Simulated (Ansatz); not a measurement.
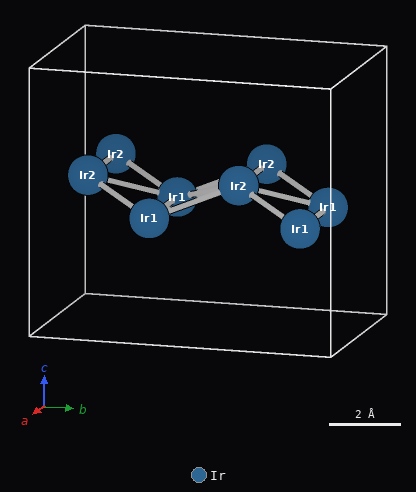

Figure 1. The structure as given in the input (ball-and-stick view of the 2 × 2 repeat of the cell, with the vacuum cut short, seen slightly off an axis; atoms are numbered from 1 in the order of the input). An atom can appear more than once, as a periodic image.

## Ir: a changed input and its effect

System: Ir (slab, 2 atoms in the cell).
Method of run 1: DFT, PBE, PAW with Ansatz's default frozen-core files, scalar-relativistic, no spin polarisation (Ansatz 0.2.0).

Text and figures count atoms from 1; the logs count them from 0 in places.

## The input, run 1
```yaml
crystal:
  lattice:
    - [2.748275214, 0.0, 0.0]
    - [0.0, 4.4533730514, 0.0]
    - [0.0, 0.0, 16.7934]
  atoms:
    - { symbol: Ir, position: [0.75, 0.75, 0.4763788538] }
    - { symbol: Ir, position: [0.25, 0.25, 0.5236211462] }
kpoints:
  mp_grid: { grid: [13, 8, 1] }
scf:
  occupations: { method: fermi_dirac, width: 0.05 }
hamiltonian:
  xc: pbe
  pseudopotentials: { kind: paw }
output:
  forces: true
  stress: true
  eigenvalues: true
  populations: true
efield:
  axis: 3
  amplitude: 0
  dipole_correction: true
```

Command:
```bash
ansatz run input.yaml --threads 1 --pin off --max-ram 3584MiB --backend cpu --events-out ev --progress --plain --runs-dir out
```

Hardware: 1 thread of Arm Neoverse V1, 24 GiB of memory available, shared host.

## Output, shortened to warnings, some set-up lines, iterations and results (run 1)
```
Basis set: ecut = 420 eV, 4031 PW (Γ), exchange–correlation on 40×60×240 points (8 copies of the dense FFT grid, shifted against one another)
Symmetry: 4 space group operations
k-points: 35 of 104
Initial density: superposition of atomic densities (neutral atoms: chi_scale 0, normalization atom), corrected by the library's trained network
[...]
SCF iter   1: F=—  HF=-23867.099100 eV  |F-HF|=—  |Δ(HF+E_count)|=         —  Δρ=7.32e-3  dr2=6.20e-2  ethr=1.77e-3  p=0.000 e·Å  D=8.71e-15 V/Å  ΔV_dip=-0.00 eV  …
SCF iter   2: F=—  HF=-23867.108181 eV  |F-HF|=—  |Δ(HF+E_count)|=   9.08e-3  Δρ=5.30e-3  dr2=3.75e-2  ethr=1.82e-4  p=0.000 e·Å  D=7.35e-5 V/Å  ΔV_dip=-0.00 eV  …
SCF iter   3: F=—  HF=-23867.095432 eV  |F-HF|=—  |Δ(HF+E_count)|=   1.27e-2  Δρ=5.71e-4  dr2=6.49e-4  ethr=1.10e-4  p=-0.000 e·Å  D=-3.43e-6 V/Å  ΔV_dip=0.00 eV  …
SCF iter   4: F=—  HF=-23867.095588 eV  |F-HF|=—  |Δ(HF+E_count)|=   1.56e-4  Δρ=1.77e-4  dr2=8.49e-5  ethr=1.91e-6  p=0.000 e·Å  D=2.06e-5 V/Å  ΔV_dip=-0.00 eV  …
SCF iter   5: F=—  HF=-23867.095535 eV  |F-HF|=—  |Δ(HF+E_count)|=   5.36e-5  Δρ=4.20e-5  dr2=1.90e-6  ethr=2.50e-7  p=-0.000 e·Å  D=-6.25e-6 V/Å  ΔV_dip=0.00 eV  …
SCF iter   6: F=—  HF=-23867.095543 eV  |F-HF|=—  |Δ(HF+E_count)|=   8.30e-6  Δρ=1.43e-5  dr2=4.17e-7  ethr=5.59e-9  p=0.000 e·Å  D=1.41e-5 V/Å  ΔV_dip=-0.00 eV  …
SCF iter   7: F=-23867.095543 eV  HF=-23867.095543 eV  |F-HF|=4.16e-8  |Δ(HF+E_count)|=   3.87e-7  Δρ=2.94e-6  dr2=2.92e-8  ethr=2.94e-10  p=-0.000 e·Å  D=-7.63e-6 V/Å  …
SCF 1 converged in 7 iterations: F = -23867.095543 eV  dr2 = 2.92e-8
SCF converged after 7 iterations
Free energy (F): -23867.095543 eV
Harris-Foulkes:  -23867.095543 eV  (|F-HF|=4.16e-8)
Internal energy: -23867.066516 eV  (E = F + TS)
E sigma→0 (E₀):  -23867.081030 eV
Entropy (-TS):   -0.029027 eV (-14.513 meV/atom)
Fermi energy:    -1.510972 eV
Dipole field:    D = 0.000072 V/Å  (p = 0.000082 e·Å, saw-weighted, corrected)
Work function:   Φ+ = 5.8036 eV   Φ− = 5.8048 eV
Levels:          The Fermi level and band energies are counted from a zero that moves with the ramp; work functions are not
--- Per-component energies (eV) ---
  E_band       = -1043.918926
  E_kinetic    = 1230.220544
  E_local      = -21182.571305  (includes V_loc(G=0)·N_el)
  E_nonlocal   = 148.261992
  E_hartree    = 9906.145435
  E_xc         = -527.379280
  E_vxc        = -588.357555  (∫ρ·V_xc dr)
  E_paw        = -18446.618942  (= ΣΔE_a)
  E_vpaw       = -463.769173  (= ΣTr[D̂ρ^β])
  E_aug_tail   = 0.000118  (compensation charges beyond the density's cutoff)
  E_efield     = 0.000000  (sawtooth field / dipole correction)
  E_vefield    = 0.000000  (∫n·V_field dr)
  E_ewald      = 5004.874921
  E_smearing   = -0.029027  (= −TS)
  E_closure    = -0.000000  (closes the sum)
  Σ components = -23867.095543   (vs F -23867.095543, Δ=0.00e0)
--- Forces (eV/Å), atoms counted from 1 ---
  atom   1  Ir     0.00000000     0.00000000     1.25496459
  atom   2  Ir     0.00000000     0.00000000    -1.25497052
  max |Σ_I F_I| component: 5.93e-6 eV/Å
--- Stress (GPa, compression-positive) ---
       -7.368940       0.000000       0.000000
        0.000000      -9.294202       0.000000
        0.000000       0.000000      -0.775994
  P = ⅓ Tr σ = -5.8130 GPa (-58.130 kbar)
--- Löwdin populations: 2 sites ---
  site symbol       q [e]
     0     Ir     16.8722
     1     Ir     16.8721
  spilling = 0.007521 (of n_electrons = 34.000000)
```

The input of run 2 differs as follows (lines with − go, lines with + come):
```diff
-  occupations: { method: fermi_dirac, width: 0.05 }
+  occupations: { method: tetrahedron_uncorrected }
+  mixing: { algorithm: msr1, beta: 0.7 }
+  write_density: true
+  write_potential: true
+  elf: true
+  volumetric_format: npy
```

Predict how the results change.

The energy of run 2 (smearing taken to zero) is 21.5 meV per atom higher, which comes mainly from the change of smearing; a solver setting shouldn't move a converged energy. The SCF takes 10 iterations against 7.

## Output, shortened to warnings, some set-up lines, iterations and results (run 2)
```
Basis set: ecut = 420 eV, 4031 PW (Γ), exchange–correlation on 40×60×240 points (8 copies of the dense FFT grid, shifted against one another)
Symmetry: 4 space group operations
k-points: 35 of 104
Initial density: superposition of atomic densities (neutral atoms: chi_scale 0, normalization atom), corrected by the library's trained network
[...]
SCF iter   1: F=—  HF=-23867.039791 eV  |F-HF|=—  |Δ(HF+E_count)|=         —  Δρ=7.10e-3  dr2=5.75e-2  ethr=1.77e-3  p=0.000 e·Å  D=8.71e-15 V/Å  ΔV_dip=-0.00 eV  …
SCF iter   2: F=—  HF=-23867.034636 eV  |F-HF|=—  |Δ(HF+E_count)|=   5.16e-3  Δρ=1.75e-3  dr2=3.60e-3  ethr=1.69e-4  p=-0.000 e·Å  D=-1.77e-8 V/Å  ΔV_dip=0.00 eV  …
SCF iter   3: F=—  HF=-23867.038233 eV  |F-HF|=—  |Δ(HF+E_count)|=   3.60e-3  Δρ=1.04e-3  dr2=4.24e-3  ethr=1.06e-5  p=0.001 e·Å  D=4.97e-4 V/Å  ΔV_dip=-0.01 eV  …
SCF iter   4: F=—  HF=-23867.050994 eV  |F-HF|=—  |Δ(HF+E_count)|=   1.28e-2  Δρ=6.95e-3  dr2=2.80e-1  ethr=1.06e-5  p=-0.008 e·Å  D=-6.89e-3 V/Å  ΔV_dip=0.12 eV  …
SCF iter   5: F=—  HF=-23867.037984 eV  |F-HF|=—  |Δ(HF+E_count)|=   1.30e-2  Δρ=4.44e-4  dr2=1.01e-3  ethr=1.06e-5  p=0.001 e·Å  D=6.98e-4 V/Å  ΔV_dip=-0.01 eV  …
SCF iter   6: F=—  HF=-23867.038036 eV  |F-HF|=—  |Δ(HF+E_count)|=   5.29e-5  Δρ=8.05e-5  dr2=3.38e-5  ethr=2.98e-6  p=-0.001 e·Å  D=-4.53e-4 V/Å  ΔV_dip=0.01 eV  …
SCF iter   7: F=—  HF=-23867.037978 eV  |F-HF|=—  |Δ(HF+E_count)|=   5.81e-5  Δρ=6.09e-5  dr2=7.04e-6  ethr=9.94e-8  p=0.000 e·Å  D=1.62e-4 V/Å  ΔV_dip=-0.00 eV  …
SCF iter   8: F=—  HF=-23867.037980 eV  |F-HF|=—  |Δ(HF+E_count)|=   1.46e-6  Δρ=2.78e-5  dr2=1.19e-6  ethr=2.07e-8  p=-0.000 e·Å  D=-1.28e-5 V/Å  ΔV_dip=0.00 eV  …
SCF iter   9: F=—  HF=-23867.037980 eV  |F-HF|=—  |Δ(HF+E_count)|=   5.65e-7  Δρ=1.02e-5  dr2=1.56e-7  ethr=3.50e-9  p=-0.000 e·Å  D=-7.08e-6 V/Å  ΔV_dip=0.00 eV  …
SCF iter  10: F=-23867.037980 eV  HF=-23867.037980 eV  |F-HF|=1.98e-8  |Δ(HF+E_count)|=   7.12e-8  Δρ=3.96e-6  dr2=3.86e-8  ethr=2.94e-10  p=-0.000 e·Å  D=-8.62e-7 V/Å  …
SCF 1 converged in 10 iterations: F = -23867.037980 eV  dr2 = 3.86e-8
SCF converged after 10 iterations
Free energy (F): -23867.037980 eV
Harris-Foulkes:  -23867.037980 eV  (|F-HF|=1.98e-8)
Internal energy: -23867.037654 eV  (E = F + TS)
E sigma→0 (E₀):  -23867.037980 eV
Entropy (-TS):   -0.000326 eV (-0.163 meV/atom)
Fermi energy:    -1.500952 eV
Dipole field:    D = 0.000051 V/Å  (p = 0.000057 e·Å, saw-weighted, corrected)
Work function:   Φ+ = 5.7931 eV   Φ− = 5.7940 eV
Levels:          The Fermi level and band energies are counted from a zero that moves with the ramp; work functions are not
--- Per-component energies (eV) ---
  E_band       = -1043.869721
  E_kinetic    = 1230.221046
  E_local      = -21182.570966  (includes V_loc(G=0)·N_el)
  E_nonlocal   = 148.255155
  E_hartree    = 9906.169330
  E_xc         = -527.368044
  E_vxc        = -588.342977  (∫ρ·V_xc dr)
  E_paw        = -18446.619215  (= ΣΔE_a)
  E_vpaw       = -463.766304  (= ΣTr[D̂ρ^β])
  E_aug_tail   = 0.000118  (compensation charges beyond the density's cutoff)
  E_efield     = 0.000000  (sawtooth field / dipole correction)
  E_vefield    = 0.000000  (∫n·V_field dr)
  E_ewald      = 5004.874921
  E_smearing   = -0.000326  (= −TS)
  E_closure    = -0.000000  (closes the sum)
  Σ components = -23867.037980   (vs F -23867.037980, Δ=0.00e0)
--- Forces (eV/Å), atoms counted from 1 ---
  atom   1  Ir     0.00000000     0.00000000     1.26146151
  atom   2  Ir     0.00000000     0.00000000    -1.26151667
  max |Σ_I F_I| component: 5.52e-5 eV/Å
--- Stress (GPa, compression-positive) ---
       -7.235060       0.000000       0.000000
        0.000000      -9.322554       0.000000
        0.000000       0.000000      -0.780037
  P = ⅓ Tr σ = -5.7792 GPa (-57.792 kbar)
--- Löwdin populations: 2 sites ---
  site symbol       q [e]
     0     Ir     16.8708
     1     Ir     16.8707
  spilling = 0.007604 (of n_electrons = 34.000000)
```

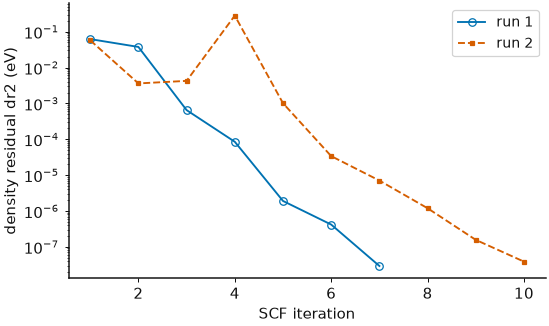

Figure 2. Convergence of the two runs: density residual dr2 against the SCF iteration. Run 1 takes 7 iterations in all, and run 2 takes 10.

## The two runs side by side

```csv
quantity,run 1,run 2
outcome,converged,converged
free energy per atom (eV),−11933.5478,−11933.5190
"energy per atom, smearing taken to zero (eV)",−11933.5405,−11933.5190
largest force (eV/Å),1.255,1.262
SCF iterations,7,10
irreducible k-points,35,35
plane waves at Γ,4031,4031
wall time (shared host),14 s,13 s
```

For both runs: Spin–orbit coupling is left out, which matters for Ir. For run 2: These settings are looser than, or depart from, a standard set-up, so the numbers are not reference values for this system.
